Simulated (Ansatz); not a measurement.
MgS

```
S Mg
1.0
     4.03462    0.00000    0.00000
    -2.01731    3.49409    0.00000
     0.00000    0.00000    6.43229
S Mg
2 2
Cartesian
  2.0173 1.1647 5.6555
  0.0000 2.3294 2.4394
  0.0000 2.3294 6.4050
  2.0173 1.1647 3.1888
```

Space group P6₃mc; a structure from a database of computed crystals, not necessarily the ambient phase.

Theory: Kohn-Sham DFT of a periodic cell, HSE06 form with a typed share of exact exchange, Ansatz PAW in Ansatz.

Q: What can the converged valence pseudo-density and electron localisation function tell about the bonding?

A: Mg–S (2.47 Å): the density is about 0.36 e/Å³ at the midpoint; the ELF peaks at about 0.90 in the valence shell of S, 0.9 Å from its nucleus, and falls to about 0.05 next to Mg; a closed-shell, largely ionic contact.

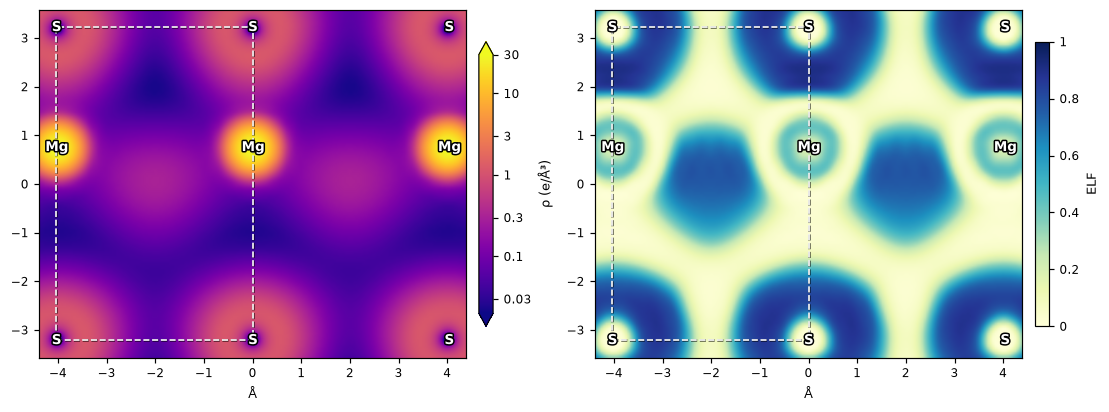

Computed valence pseudo-density and electron localisation function on the (010) plane of the conventional cell, in this order. 

Core electrons are frozen (PAW), and the valence fields are smoothed inside the atomic spheres.
